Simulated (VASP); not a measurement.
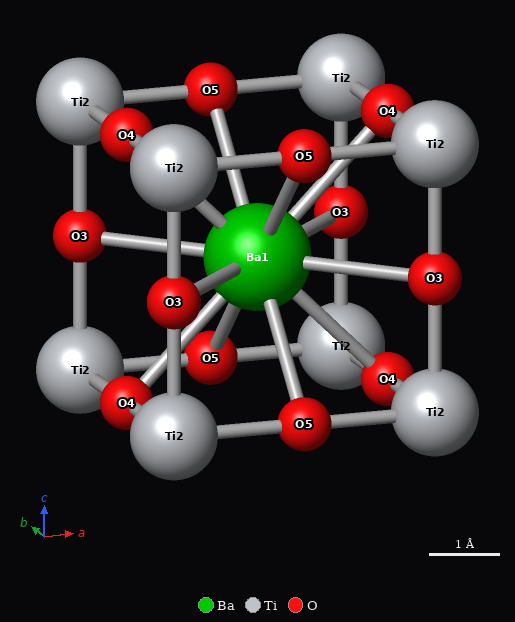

**Figure 1.** The input geometry of the first run (ball-and-stick view of the cell of the calculation, seen slightly off an axis; atoms are numbered from 1 in the order of the input).

# BaTiO₃: a changed input and its effect

System: BaTiO₃ (Pm-3m, 5 atoms in the cell).
Method of the first run: Kohn-Sham DFT of a periodic cell, LDA, VASP PAW LDA potentials, recommended, no spin polarisation (VASP 6.6.1).

The structure derives from an entry of the Crystallography Open Database. 

INCAR, the first run:
```
PREC = Accurate
ENCUT = 900
EDIFF = 1E-8
ISMEAR = 0
SIGMA = 0.05
LREAL = False
LASPH = True
NELM = 100
ALGO = Normal
ISIF = 2
LWAVE = False
LCHARG = False
GGA = CA
ADDGRID = False
```

KPOINTS, the first run:
```
Automatic mesh
0
Gamma
  8 8 8
```

POSCAR, the first run:
```
BaTiO3
1.0
    4.0060000000      0.0000000000      0.0000000000
    0.0000000000      4.0060000000      0.0000000000
    0.0000000000      0.0000000000      4.0060000000
Ba Ti O
1 1 3
Direct
    0.5000000000      0.5000000000      0.5000000000
    0.0000000000      0.0000000000      0.0000000000
    0.0000000000      0.0000000000      0.5000000000
    0.0000000000      0.5000000000      0.0000000000
    0.5000000000      0.0000000000      0.0000000000
```

Launched with:
```bash
cat potpaw_LDA.64/Ba_sv/POTCAR potpaw_LDA.64/Ti_sv/POTCAR potpaw_LDA.64/O/POTCAR > POTCAR
mpirun -np 1 vasp_std > vasp.out
```

Hardware: 1 thread of AMD EPYC (Zen 3), 1656 GiB of memory available, shared host.

OSZICAR and lines of OUTCAR (the first run):
```
N       E                     dE             d eps       ncg     rms          rms(c)
DAV:   1     0.555112534971E+03    0.55511E+03   -0.28644E+04  1680   0.266E+03
DAV:   2     0.169774183787E+02   -0.53814E+03   -0.53047E+03  1960   0.592E+02
DAV:   3    -0.516551408874E+02   -0.68633E+02   -0.64887E+02  2080   0.177E+02
DAV:   4    -0.547855726983E+02   -0.31304E+01   -0.31290E+01  2584   0.391E+01
DAV:   5    -0.548480977997E+02   -0.62525E-01   -0.62521E-01  2200   0.507E+00    0.224E+01
DAV:   6    -0.444790092373E+02    0.10369E+02   -0.74347E+01  2568   0.762E+01    0.103E+01
DAV:   7    -0.443465907259E+02    0.13242E+00   -0.12489E+01  2088   0.259E+01    0.633E+00
DAV:   8    -0.441251112269E+02    0.22148E+00   -0.11562E+00  2240   0.103E+01    0.259E+00
DAV:   9    -0.441361220840E+02   -0.11011E-01   -0.22495E-01  2256   0.336E+00    0.121E+00
DAV:  10    -0.441197251722E+02    0.16397E-01   -0.95176E-02  2208   0.325E+00    0.335E-01
DAV:  11    -0.441190818775E+02    0.64329E-03   -0.49761E-03  2512   0.557E-01    0.542E-02
DAV:  12    -0.441190330215E+02    0.48856E-04   -0.39683E-04  2016   0.216E-01    0.188E-02
DAV:  13    -0.441190260832E+02    0.69383E-05   -0.59333E-05  2544   0.605E-02    0.791E-03
DAV:  14    -0.441190264618E+02   -0.37868E-06   -0.11868E-05  2312   0.302E-02    0.755E-03
DAV:  15    -0.441190259558E+02    0.50600E-06   -0.84981E-06  2152   0.253E-02    0.354E-03
DAV:  16    -0.441190257550E+02    0.20084E-06   -0.15005E-06  2104   0.109E-02    0.664E-04
DAV:  17    -0.441190257534E+02    0.16412E-08   -0.28615E-08  1784   0.140E-03
   1 F= -.44119026E+02 E0= -.44119026E+02  d E =-.175413E-15
[... from OUTCAR:]
  free energy    TOTEN  =       -44.11902575 eV
  energy without entropy =      -44.11902575  energy(sigma->0) =      -44.11902575
 E-fermi :   3.7602     XC(G=0): -11.7237     alpha+bet :-14.3214
  free  energy   TOTEN  =       -44.1190257534 eV
  energy  without entropy=      -44.1190257534  energy(sigma->0) =      -44.11902575
```

The input of the second run differs as follows (lines with − go, lines with + come):
```diff
-ENCUT = 900
-EDIFF = 1E-8
+ENCUT = 520
+EDIFF = 1E-5
-  8 8 8
+  7 7 7
```

What does this change do to the results?

The free energy of the second run is 4.2 meV per atom higher, which comes mainly from the change of cutoff or grids; a solver setting shouldn't move a converged energy. The gap on the mesh goes from 1.65 to 1.71 eV. More plane waves can only lower the energy of a fixed Hamiltonian, so the higher cutoff gives the lower value. The SCF takes 14 iterations against 17. The irreducible k-points go from 35 to 20. The plane waves at Γ go from 3956.0 to 1759.0. On the same kind of shared host the second run took about 0.15 times as long.

OSZICAR and lines of OUTCAR (the second run):
```
N       E                     dE             d eps       ncg     rms          rms(c)
DAV:   1     0.437434615391E+03    0.43743E+03   -0.20946E+04   960   0.177E+03
DAV:   2    -0.128325950038E+02   -0.45027E+03   -0.44387E+03  1232   0.467E+02
DAV:   3    -0.528227160681E+02   -0.39990E+02   -0.38755E+02  1104   0.140E+02
DAV:   4    -0.547947498311E+02   -0.19720E+01   -0.19711E+01  1464   0.287E+01
DAV:   5    -0.548287646082E+02   -0.34015E-01   -0.34013E-01  1232   0.356E+00    0.224E+01
DAV:   6    -0.444814186156E+02    0.10347E+02   -0.74304E+01  1448   0.760E+01    0.103E+01
DAV:   7    -0.443207330779E+02    0.16069E+00   -0.12353E+01  1192   0.258E+01    0.630E+00
DAV:   8    -0.441038443367E+02    0.21689E+00   -0.12061E+00  1296   0.105E+01    0.252E+00
DAV:   9    -0.441158214755E+02   -0.11977E-01   -0.21359E-01  1264   0.318E+00    0.121E+00
DAV:  10    -0.440984401851E+02    0.17381E-01   -0.10654E-01  1296   0.343E+00    0.294E-01
DAV:  11    -0.440980008063E+02    0.43938E-03   -0.39557E-03  1184   0.479E-01    0.522E-02
DAV:  12    -0.440979689314E+02    0.31875E-04   -0.26574E-04  1240   0.178E-01    0.222E-02
DAV:  13    -0.440979566817E+02    0.12250E-04   -0.65122E-05  1224   0.725E-02    0.957E-03
DAV:  14    -0.440979567731E+02   -0.91396E-07   -0.35449E-06   568   0.175E-02
   1 F= -.44097957E+02 E0= -.44097957E+02  d E =-.365522E-12
[... from OUTCAR:]
  free energy    TOTEN  =       -44.09795677 eV
  energy without entropy =      -44.09795677  energy(sigma->0) =      -44.09795677
 E-fermi :   3.6719     XC(G=0): -11.7241     alpha+bet :-14.3214
  free  energy   TOTEN  =       -44.0979567731 eV
  energy  without entropy=      -44.0979567731  energy(sigma->0) =      -44.09795677
```

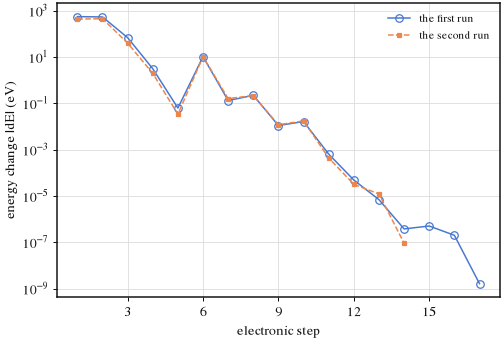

**Figure 2.** Convergence of the two runs: energy change |dE| against the electronic step. The first run takes 17 steps in all, and the second run takes 14.

The two runs side by side:

| quantity | the first run | the second run |
| --- | --- | --- |
| outcome | converged | converged |
| free energy per atom (eV) | −8.8238 | −8.8196 |
| gap on the mesh (eV) | 1.65 | 1.71 |
| pressure (GPa) | −7.19 | −7.27 |
| largest force (eV/Å) | 0.000 | 0.000 |
| SCF iterations | 17 | 14 |
| irreducible k-points | 35 | 20 |
| plane waves at Γ | 3956 | 1759 |

For the first run: The cell is under a tension of 7.2 GPa at this level, so it is not at its equilibrium volume. For the second run: The settings depart from the standard set-up of this series, which can bear on the numbers.
